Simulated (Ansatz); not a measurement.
Consider In$_{9}$P$_{7}$ (cell charge −1, with a compensating background) (cell with a defect).

```xyz
16
Lattice="0.0000 5.9598 -5.9598 5.9598 5.9598 0.0000 5.9598 0.0000 -5.9598" Properties=species:S:1:pos:R:3 pbc="T T T"
In    8.9014    5.9980   -8.9014
In    0.0068    2.9732   -2.9732
In    2.9732    2.9732   -0.0068
In    0.0068    0.0068   -0.0068
In    5.9980    5.9980   -5.9980
In    8.9014    8.9014   -5.9980
In    5.9980    8.9014   -8.9014
In    2.9732    0.0068   -2.9732
In    4.4698    4.4698   -4.4698
P     7.4497    7.4497   -4.4775
P     4.4775    7.4497   -7.4497
P     7.4497   10.4220   -7.4497
P     7.4497    4.4775   -7.4497
P    10.4220    7.4497   -7.4497
P     7.4497    7.4497  -10.4220
P    10.4296   10.4296  -10.4296
```

The program warned that a starting moment wasn't kept; spin-polarised, but the moments vanished.

Computed with Ansatz 0.2.0, DFT PBE, scalar-relativistic, plane waves, PAW.

What can the converged valence pseudo-density and electron localisation function tell about the bonding?

In–P (2.55 Å): ρ at the midpoint is about 0.44 e/Å³; the ELF peaks at about 0.90 in the valence shell of P, 0.8 Å from its nucleus, and is about 0.50 at the midpoint.

Does the calculation give a band gap?

It is metallic or semimetallic at this level of theory: no gap opens.

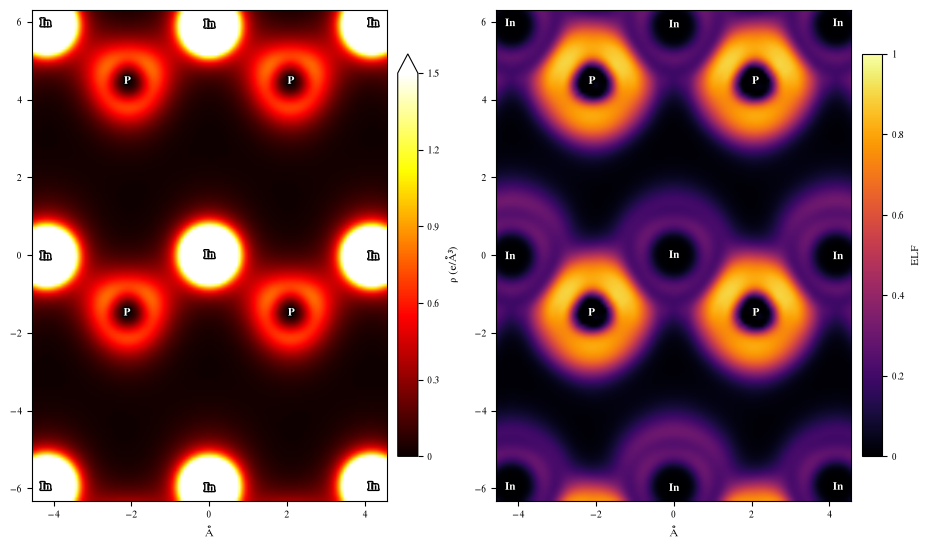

Computed valence pseudo-density and electron localisation function on the (11̄0) plane of the calculation cell, in this order. 

The density is the valence pseudo-density of a PAW calculation; it isn't the true density close to the nuclei.
